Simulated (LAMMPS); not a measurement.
## Geometry relaxation of SiC$_{3}$ (part 1 of 2)

System: SiC$_{3}$ (R3m, 4 atoms in the cell).
Method: classical potential SiC.vashishta (style vashishta) (LAMMPS 22 Jul 2025 update 4).

The structure was built on a prototype by a generator. The run did not end well. The geometry comes from this level: r2SCAN.

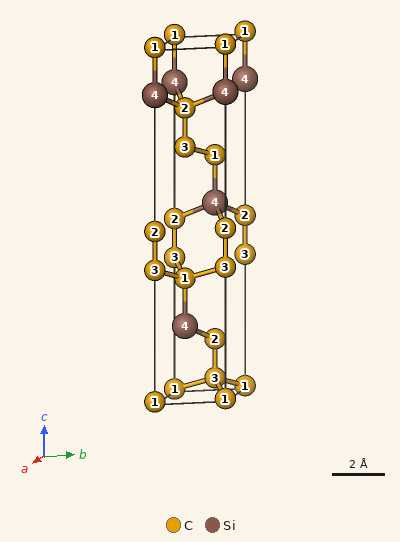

Fig. 1: The starting structure (ball-and-stick view of the cell 3 times as large as that of the calculation, set on its symmetry axes, seen slightly off an axis; atoms are numbered from 1 in the order of the input). Near neighbours in the crystal (not all of them lie inside the picture): C has 3 C at 1.72 Å and 1 Si at 1.89 Å; C has 1 C at 1.54 Å and 3 Si at 1.79 Å; C has 4 C at 1.54 to 1.72 Å; Si has 4 C at 1.79 to 1.89 Å.

**Outcome**

```json
{"quantity": "outcome", "value": "not converged"}
{"quantity": "space group (tolerance 0.01 Å)", "value": "R3m (160) → P1 (1)"}
{"quantity": "potential energy", "value": "0.1168 eV"}
{"quantity": "pressure", "value": "3.86 GPa"}
{"quantity": "final volume", "value": "196.36 Å³"}
{"quantity": "final cell", "value": "a = 6.877 Å, b = 5.472 Å, c = 5.322 Å, α = 42.48°, β = 39.58°, γ = 40.56°"}
{"quantity": "hardware", "value": "1 thread of Arm Neoverse V1, 24 GiB of memory available, shared host"}
{"quantity": "peak memory", "value": "0.03 GiB"}
```

**Diagnosis**

The run did not converge. Its last values are not results.

**Input**
```
units metal
boundary p p p
atom_style atomic
read_data data.lmp
pair_style vashishta
pair_coeff * * SiC.vashishta C Si
thermo_style custom step pe press pxx pyy pzz pyz pxz pxy vol fmax
thermo_modify format float %.8f
dump 1 all custom 10 dump.lmp id type x y z fx fy fz
dump_modify 1 sort id format float %.8f
thermo 10
fix 1 all box/relax tri 0.0 vmax 0.001
min_style cg
minimize 0.0 1.0e-6 400 4000
minimize 0.0 1.0e-6 400 4000
unfix 1
undump 1
write_dump all custom end.lmp id type x y z modify sort id format float %.8f
run 0
```

**File data.lmp**
```
crystal

4 atoms
2 atom types

0.0 4.94781335 xlo xhi
0.0 2.71256011 ylo yhi
0.0 2.41490959 zlo zhi
4.13797953 4.13797953 1.23539226 xy xz yz

Masses

1 12.0110
2 28.0850

Atoms

1 1 0.10893602 0.03252281 0.01989377
2 1 6.46590193 1.93039264 1.18079532
3 1 5.01408956 1.49695459 0.91566707
4 2 11.55267419 3.44904662 2.10973562
```

Launched with:
```bash
lmp -in in.lmp -log none -nocite
```

**Log**
```
using 1 OpenMP thread(s) per MPI task
Reading data file ...
  triclinic box = (0 0 0) to (4.9478133 2.7125601 2.4149096) with tilt (4.1379795 4.1379795 1.2353923)
WARNING: Triclinic box skew is large. LAMMPS will run inefficiently. (src/src/domain.cpp:221)
  1 by 1 by 1 MPI processor grid
  reading atoms ...
  4 atoms
  read_data CPU = 0.001 seconds
Neighbor list info ...
  max neighbors/atom: 2000, page size: 100000
  master list distance cutoff = 9.35
  ghost atom cutoff = 9.35
  binsize = 4.675, bins = 3 1 1
  1 neighbor lists, perpetual/occasional/extra = 1 0 0
  (1) pair vashishta, perpetual
      attributes: full, newton on
      pair build: full/bin/atomonly
      stencil: full/bin/3d
      bin: standard
Setting up cg style minimization ...
  Unit style    : metal
  Current step  : 0
WARNING: Energy due to 6 extra global DOFs will be included in minimizer energies
 (src/src/min.cpp:222)
Per MPI rank memory allocation (min/avg/max) = 4.308 | 4.308 | 4.308 Mbytes
   Step         PotEng         Press           Pxx            Pyy            Pzz            Pyz            Pxz            Pxy           Volume          Fmax
         0  108.72579947 10319357.83937483 11540651.04240643 9763139.38941185 9654283.08630622 106394.46417870 356371.17801516 582604.05357689 32.41108390 113.11519549
        10  102.59642734 9448594.21988091 10563094.44331801 8976391.06644601 8806297.14987870 163511.59773116 276121.34374089 477244.92681643 33.28887290 105.57337024
        20  96.85561820 8661590.89301118 9688150.61989462 8254246.70899060 8042375.35014832 202126.15191170 206345.91326760 383358.65914022 34.18317637 98.62072106
        30  91.47636402 7945412.00310285 8896722.69767655 7587906.43120428 7351606.88042771 223371.74189043 148823.13124529 305085.78760205 35.09343247 92.17833060
        40  86.43412061 7297023.49036866 8182759.71934026 6977495.24427204 6730815.50749369 231031.32404718 101196.55006510 238724.47119626 36.01933097 86.20451123
        50  81.70497308 6706932.31468735 7536004.30650043 6415478.36870405 6169314.26885756 230237.18550473 61835.33800595 183244.75936594 36.96060858 80.66331828
        60  77.27029484 6168292.21391181 6949389.49883468 5898028.35470976 5657458.78819100 223698.54706791 30937.64714990 137379.57315691 37.91669715 75.52930855
        70  73.11123093 5677884.85743372 6415953.86938380 5423460.29758382 5194240.40533354 212000.58807396 5862.58474667 99735.26799937 38.88717751 70.76256405
        80  69.20928777 5231391.50751915 5930593.06136448 4989156.69397319 4774424.76721978 196660.27406550 -13658.97759001 68893.46323199 39.87184297 66.32566960
        90  65.54754295 4824448.25112950 5488852.93183954 4590907.55890264 4393584.26264631 179129.37990961 -29460.68878611 43840.23144439 40.87038255 62.18760336
       100  62.11066798 4450462.47419400 5081716.64636258 4224307.84441316 4045362.93180626 160864.21575367 -40455.59326050 26290.84595153 41.88257677 58.32636626
       110  58.88520847 4113911.55714129 4720972.43546137 3890775.59375382 3729986.64220868 141118.00019441 -49349.66568487 9419.02516962 42.90794925 54.73212132
       120  55.85602300 3807005.66286764 4391822.38037514 3586011.43886334 3443183.16936444 122514.66997420 -56128.61953249 -4309.68572564 43.94529192 51.39327717
       130  53.01056074 3525511.76852158 4088949.30998523 3306712.43159571 3180873.56398381 105214.26006169 -60329.31014833 -14139.63954106 44.99444242 48.28397687
       140  50.33693483 3267354.28147238 3809554.22893571 3051064.79275363 2941443.82272779 88789.75385274 -62465.54230191 -20981.74227342 46.05532462 45.38595587
       150  47.82404411 3030039.70837713 3551423.73796188 2816099.80851453 2722595.57865498 73463.62535491 -62896.64292999 -24494.75527361 47.12797218 42.68443147
       160  45.46220223 2811774.22266341 3312917.71383839 2600953.78722139 2521451.16693046 58790.78869661 -60784.85509934 -25694.67061775 48.21229312 40.17349140
       170  43.24117591 2613145.91921347 3095288.76726609 2405680.20308399 2338468.78729034 45764.47293593 -58690.77223535 -26585.64170455 49.30818317 37.84114666
       180  41.15082964 2429731.74770243 2892097.89016538 2226356.83501890 2170740.51792300 34028.60794821 -55835.40749233 -25479.97896976 50.41575912 35.65314048
       190  39.18315628 2260308.82509978 2703011.69267514 2061417.32917382 2016497.45345038 24502.21435698 -52034.79546934 -23395.74144649 51.53540171 33.60688082
       200  37.33059700 2103524.34715008 2525513.49501997 1910495.14060766 1874564.40582260 15723.45917817 -47557.53159547 -20368.34675291 52.66737392 31.69897542
       210  35.58527503 1958221.55769458 2358989.21009383 1771654.36256811 1744021.10042180 8154.73343394 -42754.41033749 -16656.19269411 53.81260572 29.91360044
       220  33.93920701 1826178.97760486 2206897.14751128 1648333.39696264 1623306.38834065 1797.82244604 -37995.30447017 -15248.38670288 54.97158648 28.24024767
       230  32.38505262 1704317.44521673 2064981.94667267 1534832.34675300 1513138.04222452 -3256.91539385 -33632.06979233 -13459.97701509 56.14452556 26.67337184
       240  30.91520075 1593139.37199444 1934676.04645944 1431159.73288705 1413582.33663682 -6209.56182790 -31168.72986293 -12898.39110579 57.33231539 25.20439143
       250  29.52347924 1490058.90989289 1813694.69425898 1335238.51632461 1321243.51909507 -7980.78919427 -28989.60755459 -12290.25274224 58.53489211 23.82141785
       260  28.20536067 1394870.13543729 1700809.93578465 1247621.13955932 1236179.33096789 -10186.87414535 -27175.67603084 -10027.64814080 59.75279079 22.52708182
       270  26.95610054 1306195.29074219 1594831.65968558 1166765.55058143 1156988.66195957 -11714.24373246 -25151.34277251 -7607.96572594 60.98644819 21.30791097
       280  25.77154854 1223457.44455455 1494856.98644624 1091874.24881565 1083641.09840176 -12974.90872985 -22635.78224641 -5207.55126665 62.23684400 20.15925649
       290  24.64792836 1146552.09461295 1401932.76166151 1022424.97632415 1015298.54585318 -13795.59193548 -21091.87481831 -2224.10311037 63.50456278 19.07857044
       300  23.58176322 1075650.75574880 1316828.21974047 958151.61458135 951972.43292458 -14508.43414570 -19825.68318167 869.40843661 64.78925058 18.06390726
       310  22.56942601 1010764.01470882 1238414.15808714 899274.45316114 894603.43287819 -16074.91450915 -17858.74873580 3355.69517848 66.09058798 17.11208684
       320  21.60657253 950443.89640388 1164787.89689219 844852.25255229 841691.53976715 -17744.84529207 -15995.81016962 5690.06314655 67.40976517 16.21610182
       330  20.68933009 895810.53791914 1097633.92453367 795721.85876624 794075.83045751 -18006.59525465 -14752.27803180 6213.40202525 68.74746317 15.37535527
       340  19.81377140 844765.17624309 1034563.31337525 750150.56220961 749581.65314441 -18074.56471719 -13295.49136725 6405.77519338 70.10441615 14.59583856
       350  18.97739054 796946.78442619 975383.07818009 707445.67298676 708011.60211173 -17955.18371386 -12092.20422762 6616.17949468 71.48102449 13.86716698
       360  18.17806999 751944.61408922 919516.01090598 667345.30570310 668972.52565857 -17693.50683154 -10928.20633716 6817.00620818 72.87777007 13.18413603
       370  17.41388955 709668.98757246 866983.07808683 629753.91381919 632269.97081137 -17312.43708938 -9786.11927237 7177.26688356 74.29505363 12.54442503
       380  16.68307618 669827.76029638 817366.85021574 594390.00177664 597726.42889675 -16851.37874547 -8677.25329751 7558.01855230 75.73329790 11.94346822
       390  15.98396733 632251.02336393 770472.91891212 561092.66661918 565187.48456048 -16328.49742957 -7604.44077900 7945.59581914 77.19299783 11.37729657
       400  15.31503422 596754.02848072 726102.36006429 529667.56039123 534492.16498664 -15793.17476915 -6546.65445293 8362.42249044 78.67466454 10.84227497
Loop time of 0.0210024 on 1 procs for 400 steps with 4 atoms

90.7% CPU use with 1 MPI tasks x 1 OpenMP threads

Minimization stats:
  Stopping criterion = max iterations
  Energy initial, next-to-last, final =
      108.725799472612   15.3806106057395   15.3150342204042
  Force two-norm initial, final = 392.44483 40.814273
  Force max component initial, final = 233.46055 25.467971
  Final line search alpha, max atom move = 3.9078573e-05 0.00099525199
  Iterations, force evaluations = 400 400

MPI task timing breakdown:
Section |  min time  |  avg time  |  max time  |%varavg| %total
---------------------------------------------------------------
Pair    | 0.010291   | 0.010291   | 0.010291   |   0.0 | 49.00
Neigh   | 0.00011067 | 0.00011067 | 0.00011067 |   0.0 |  0.53
Comm    | 0.0026023  | 0.0026023  | 0.0026023  |   0.0 | 12.39
Output  | 0.0012431  | 0.0012431  | 0.0012431  |   0.0 |  5.92
Modify  | 0          | 0          | 0          |   0.0 |  0.00
Other   |            | 0.006755   |            |       | 32.16

Nlocal:              4 ave           4 max           4 min
Histogram: 1 0 0 0 0 0 0 0 0 0
Nghost:           1215 ave        1215 max        1215 min
Histogram: 1 0 0 0 0 0 0 0 0 0
Neighs:              0 ave           0 max           0 min
Histogram: 1 0 0 0 0 0 0 0 0 0
FullNghs:          772 ave         772 max         772 min
Histogram: 1 0 0 0 0 0 0 0 0 0

Total # of neighbors = 772
Ave neighs/atom = 193
Neighbor list builds = 2
Dangerous builds = 0
Setting up cg style minimization ...
  Unit style    : metal
  Current step  : 400
WARNING: Energy due to 6 extra global DOFs will be included in minimizer energies
 (src/src/min.cpp:222)
Per MPI rank memory allocation (min/avg/max) = 5.538 | 5.538 | 5.538 Mbytes
   Step         PotEng         Press           Pxx            Pyy            Pzz            Pyz            Pxz            Pxy           Volume          Fmax
       400  15.31503422 596754.02848072 726102.36006429 529667.56039123 534492.16498664 -15793.17476915 -6546.65445293 8362.42249044 78.67466454 10.84227497
       410  14.53331510 554788.39851391 675752.21987200 491503.69071854 497109.28495120 -15004.66611201 -4421.54952950 10002.28907741 80.63058694 10.31406477
       420  13.79432285 516699.49875245 628708.19423724 458449.41975240 462940.88226772 -14989.06421214 -1925.91644127 10819.33414116 82.62058814 9.81673236
       430  13.09244895 482196.64057336 585102.40572567 429894.01858902 431593.49740540 -15593.26543781 613.90830988 11436.34138383 84.65014110 9.34469521
       440  12.42484957 450133.04148536 544007.73775375 403463.07293442 402928.31376793 -16321.36669001 2698.88280725 11967.95220682 86.72210727 8.89416689
       450  11.78790841 420904.72828488 505689.23877432 378646.81795223 378378.12812809 -17329.21778836 3454.89244312 12783.02144913 88.84147106 8.46382559
       460  11.17858364 393847.47487023 470174.50110568 355929.07045193 355438.85305308 -18339.94832501 4140.39356804 13073.63419732 91.01063191 8.05551047
       470  10.59553470 369033.26860999 439006.15159947 334486.62346936 333607.03076113 -19110.22436592 4799.12645886 13225.22756873 93.22944105 7.67116656
       480  10.03756449 346195.90779616 410345.39383859 314667.09824206 313575.23130783 -20079.99281821 4996.93118308 13534.25743192 95.49448558 7.30809738
       490  9.50330499 324766.28635763 383699.94742535 295900.69403431 294698.21761322 -20728.35471184 5241.86275792 13600.04987166 97.80644059 6.97026994
       500  8.99108413 304998.99466336 358937.04213821 278806.23951460 277253.70233726 -21338.28918652 5547.28707249 13352.23725586 100.16653366 6.65517229
       510  8.49984088 286196.12465457 335604.15512039 262397.64178707 260586.57705624 -21611.23280884 5805.03154902 13036.71748195 102.57593592 6.35686871
       520  8.02861327 268814.37189100 313742.25951646 247272.98728450 245427.86887202 -21838.45382138 6011.69112263 12782.52820626 105.03571177 6.07548891
       530  7.57540489 252635.62172662 293125.31026716 232910.50553389 231871.04937880 -21862.30574207 6337.34387629 12627.01621521 107.55108963 5.81021339
       540  7.13934778 237332.47313232 273377.34557894 219509.87225124 219110.20156678 -21608.62649113 6771.36945584 12174.47911745 110.12522947 5.55957569
       550  6.71933778 222760.66188511 254564.12017576 206719.97738773 206997.88809182 -21304.08450559 6932.57327485 11972.91089031 112.76287720 5.32123978
       560  6.31470228 209078.27830244 236995.44883614 194620.12215236 195619.26391882 -21039.20565926 6922.79643459 11828.08117426 115.46660000 5.09192076
       570  5.92468546 196190.42820987 220657.36502781 183218.72470533 184695.19489647 -20777.89480292 6975.51287794 11526.09387326 118.23785122 4.87117034
       580  5.54891952 183996.92605519 205238.92925227 172404.27196888 174347.57694441 -20511.92843345 7009.48447208 11218.41872264 121.07764541 4.66109237
       590  5.18642357 172537.67456324 190695.72753544 162157.14350003 164760.15265426 -20286.79890632 7053.53505154 10884.44150233 123.99022486 4.46139904
       600  4.83670905 161558.87109857 176935.30323889 152286.13099967 155455.17905714 -19930.19068229 7060.02078833 10579.06055781 126.97840192 4.27514948
       610  4.49907443 151074.14377147 163601.81688681 142917.16457856 146703.44984905 -19773.69835242 7194.12211598 10424.14375756 130.04711957 4.10325797
       620  4.17271407 141580.85814120 152034.37063451 134217.07063194 138491.13315715 -19534.03078703 7055.27294933 9831.87413644 133.19955285 3.94992622
       630  3.85719886 132695.09683263 141386.35961674 125970.74994037 130728.18094077 -19279.83373043 6831.43465151 9217.81581426 136.42921149 3.80815274
       640  3.55205117 124137.07666190 131033.86896569 118055.35018272 123322.01083730 -19007.95847541 6630.46318999 8771.24275722 139.73898250 3.67387037
       650  3.25650572 115791.28240130 120747.86266455 110458.91232142 116167.07221793 -18730.15951093 6580.02356227 8444.28218329 143.14013370 3.54585028
       660  2.97177984 107895.77825348 111060.43263635 103255.20004205 109371.70208205 -18440.55149211 6511.20115872 8114.02782301 146.61685097 3.42416351
       670  2.70140980 100533.65958804 102068.76824809 96522.83039745 103009.38011858 -18144.03565500 6425.56778468 7785.01326786 150.11622535 3.33046322
       680  2.44456021 93688.40202616 93777.37613233 90236.01919463 97051.81075151 -17845.77421720 6311.78899924 7476.71228185 153.63429832 3.32371481
       690  2.20011251 87317.34666736 86128.87568363 84358.02004776 91465.14427070 -17546.62550851 6171.35076219 7188.53958270 157.17073030 3.31545386
       700  1.96745772 81294.24282620 78884.98453043 78783.82709656 86213.91685162 -17221.77157717 6048.28213413 6837.61573532 160.72112851 3.30791811
       710  1.74574929 75681.09882120 72147.98191757 73611.62773993 81283.68680611 -16904.92799578 5906.60381756 6504.38592149 164.28291909 3.30187412
       720  1.53405067 70494.49204732 66045.48776793 68766.65196341 76671.33641063 -16595.47583128 5815.73143289 6145.30019614 167.85478461 3.29424818
       730  1.33165128 65565.75994649 60172.84203180 64219.27316215 72305.16464553 -16274.43824981 5638.54901850 5813.07001943 171.43370647 3.28859668
       740  1.13789924 60948.01934505 54695.28375025 59953.93851915 68194.83576576 -15952.43292144 5448.57666214 5479.84817042 175.01558866 3.28514170
       750  0.95206094 56619.35840116 49583.37056166 55951.69052696 64323.01411487 -15630.04747185 5246.20776724 5145.32573525 178.59715859 3.28398759
       760  0.77341726 52559.81924314 44810.31320712 52195.20831598 60673.93620632 -15307.84864819 5031.82379036 4809.26563562 182.17490153 3.28525916
       770  0.60125735 48751.21407715 40351.73203525 48668.65560582 57233.25459038 -14986.37983989 4805.80420458 4471.50787119 185.74504062 3.28910166
       780  0.43487224 45176.96808763 36185.45541362 45357.54749106 53987.90135821 -14666.15873278 4568.53807537 4131.97727509 189.30351642 3.29568032
       790  0.27355631 41801.92972107 32231.80640771 42248.21761748 50925.76513803 -14348.04674457 4324.55432250 3796.17738739 192.84584463 3.30419557
       800  0.11680150 38576.85599297 28361.10624182 39330.99132883 48038.47040827 -14032.71053615 4080.53537228 3472.61087386 196.36282297 3.31283145
Loop time of 0.00957681 on 1 procs for 400 steps with 4 atoms

100.0% CPU use with 1 MPI tasks x 1 OpenMP threads

Minimization stats:
  Stopping criterion = max iterations
  Energy initial, next-to-last, final =
      15.3150342204042  0.132289254493991  0.116801496124225
  Force two-norm initial, final = 53.546256 8.221702
  Force max component initial, final = 35.65516 4.3374177
  Final line search alpha, max atom move = 0.0002294514 0.00099522657
  Iterations, force evaluations = 400 400

MPI task timing breakdown:
Section |  min time  |  avg time  |  max time  |%varavg| %total
---------------------------------------------------------------
Pair    | 0.0039508  | 0.0039508  | 0.0039508  |   0.0 | 41.25
Neigh   | 7.3678e-05 | 7.3678e-05 | 7.3678e-05 |   0.0 |  0.77
Comm    | 0.0010333  | 0.0010333  | 0.0010333  |   0.0 | 10.79
Output  | 0.001024   | 0.001024   | 0.001024   |   0.0 | 10.69
Modify  | 0          | 0          | 0          |   0.0 |  0.00
Other   |            | 0.003495   |            |       | 36.50

Nlocal:              4 ave           4 max           4 min
Histogram: 1 0 0 0 0 0 0 0 0 0
Nghost:            485 ave         485 max         485 min
Histogram: 1 0 0 0 0 0 0 0 0 0
Neighs:              0 ave           0 max           0 min
Histogram: 1 0 0 0 0 0 0 0 0 0
FullNghs:          310 ave         310 max         310 min
Histogram: 1 0 0 0 0 0 0 0 0 0

Total # of neighbors = 310
Ave neighs/atom = 77.5
Neighbor list builds = 3
Dangerous builds = 0
WARNING: No fixes with time integration, atoms won't move
Setting up Verlet run ...
  Unit style    : metal
  Current step  : 800
  Time step     : 0.001
Per MPI rank memory allocation (min/avg/max) = 3.154 | 3.154 | 3.154 Mbytes
   Step         PotEng         Press           Pxx            Pyy            Pzz            Pyz            Pxz            Pxy           Volume          Fmax
       800  0.11680150 38576.85599297 28361.10624182 39330.99132883 48038.47040827 -14032.71053615 4080.53537228 3472.61087386 196.36282297 3.31283145
Loop time of 1.414e-06 on 1 procs for 0 steps with 4 atoms

70.7% CPU use with 1 MPI tasks x 1 OpenMP threads

MPI task timing breakdown:
Section |  min time  |  avg time  |  max time  |%varavg| %total
---------------------------------------------------------------
Pair    | 0          | 0          | 0          |   0.0 |  0.00
Neigh   | 0          | 0          | 0          |   0.0 |  0.00
Comm    | 0          | 0          | 0          |   0.0 |  0.00
Output  | 0          | 0          | 0          |   0.0 |  0.00
Modify  | 0          | 0          | 0          |   0.0 |  0.00
Other   |            | 1.414e-06  |            |       |100.00

Nlocal:              4 ave           4 max           4 min
Histogram: 1 0 0 0 0 0 0 0 0 0
Nghost:            461 ave         461 max         461 min
Histogram: 1 0 0 0 0 0 0 0 0 0
Neighs:              0 ave           0 max           0 min
Histogram: 1 0 0 0 0 0 0 0 0 0
FullNghs:          264 ave         264 max         264 min
Histogram: 1 0 0 0 0 0 0 0 0 0

Total # of neighbors = 264
Ave neighs/atom = 66
Neighbor list builds = 0
Dangerous builds = 0
```
